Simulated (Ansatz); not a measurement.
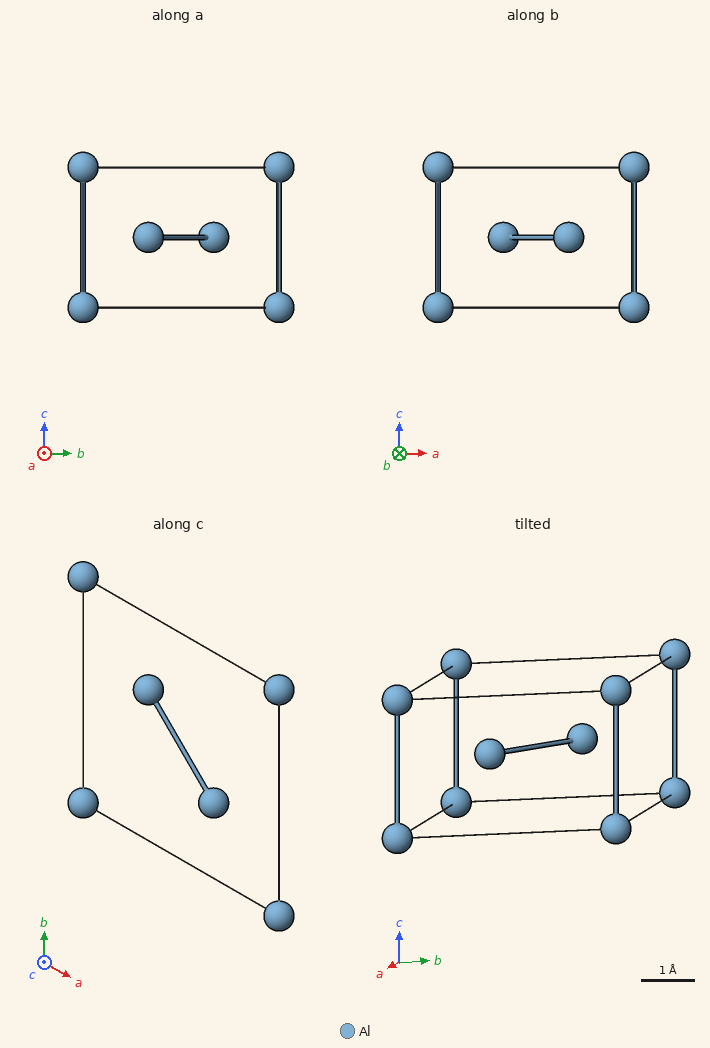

Structure drawing (ball-and-stick), viewed along the a axis, along the b axis, along the c axis and slightly off an axis. The frame is the conventional unit cell; atoms at its boundary are shown with their periodic copies.

Lattice parameters: a = 4.329 Å, b = 4.329 Å, c = 2.684 Å, α = 90.00°, β = 90.00°, γ = 120.00°. Put a along x and b in the xy plane.

Q: Give the structure in the form of a POSCAR file.

A:
```
Al
1.0
     4.329    0.000    0.000
    -2.164    3.749    0.000
     0.000    0.000    2.684
Al
3
Direct
  0.0000 0.0000 0.0000
  0.3333 0.6667 0.5000
  0.6667 0.3333 0.5000
```

Provenance: a structure type filled with this element by a generator (whether the element takes this form wasn't checked). Earlier steps of the study may have refined or changed the cell and positions. It went into a calculation with Ansatz.

At this level of theory the cell isn't at rest (compressed, at 14 GPa), so its distances can differ from those at equilibrium, the more so the softer the solid.
